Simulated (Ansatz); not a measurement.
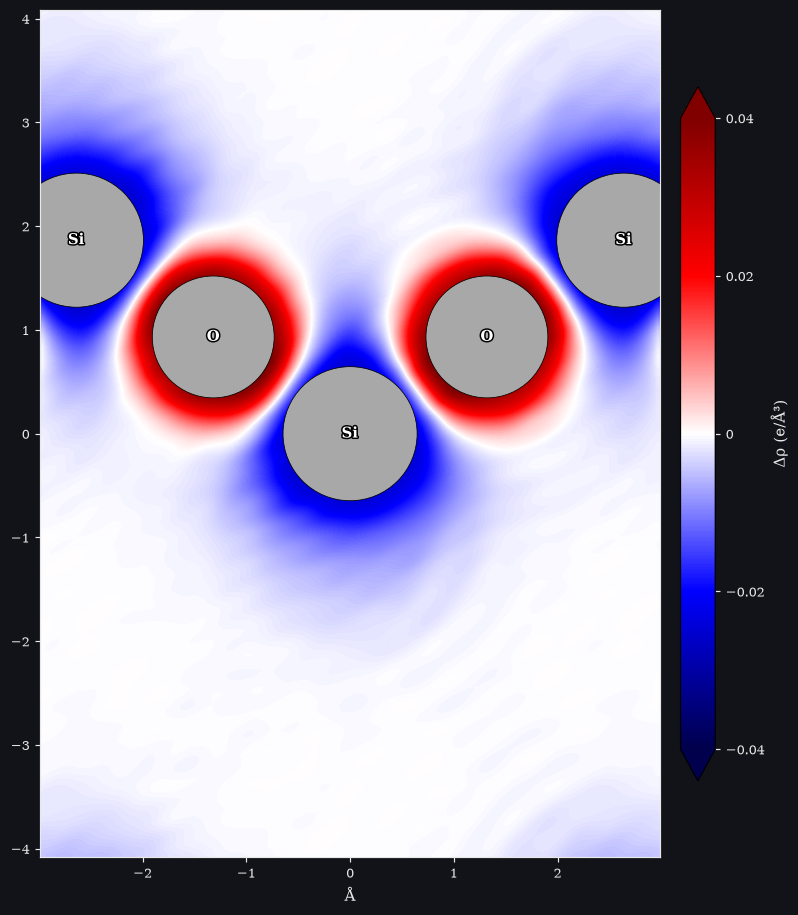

SiO$_{2}$. Difference of the valence pseudo-densities of two functionals at the same geometry, on the (101̄) plane of the calculation cell: one of LDA and r2SCAN less the other.

Both computed with Ansatz (plane waves, PAW), on the same k-point mesh. Grey discs cover the atomic cores.

### Which was subtracted from which, and what does the map show?

It is r2SCAN less LDA. Against LDA, r2SCAN gives less density around Si (−0.006 e/Å³ on average at 0.9 Å from the nucleus), more density around O (+0.022 e/Å³ on average at 0.7 Å from the nucleus) and a change of +0.007 e/Å³ at the midpoint of Si–O.
